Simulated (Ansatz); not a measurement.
C

```
C
1.0
     3.10737    0.00000    0.00000
     0.00000    0.00000   -3.69669
     0.00000    3.91100    0.00000
C
8
Direct
  0.75000 0.75000 0.25000
  0.25000 0.75000 0.75000
  0.25000 0.25000 0.25000
  0.75000 0.25000 0.75000
  0.50000 0.50000 0.00000
  0.00000 0.50000 0.50000
  0.00000 0.00000 0.00000
  0.50000 0.00000 0.50000
```

Space group Fddd; changed on purpose from its base cell (strain +e along x and -e along y -0.1125, strain +e along z and -e/2 along x and y +0.0350); computed pressure about 7 GPa in this cell; PAW files of the earlier set (soft_1).

All numbers below come from Ansatz, DFT PBE, scalar-relativistic, plane waves, PAW.

Q: What will maps of the valence pseudo-density and electron localisation function show?

A: C–C (1.55 Å): the density is about 1.6 e/Å³ at the midpoint; the ELF peaks at about 0.95 between the atoms.

Q: Metal or insulator at this level of theory?

A: It is gapless in this calculation (a metal or semimetal).

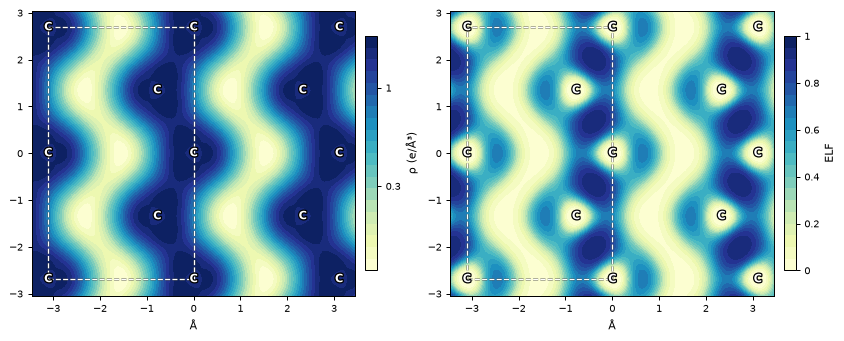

Computed valence pseudo-density and electron localisation function on the (011̄) plane of the conventional cell, in this order. 

Core electrons are frozen (PAW), and the valence fields are smoothed inside the atomic spheres.
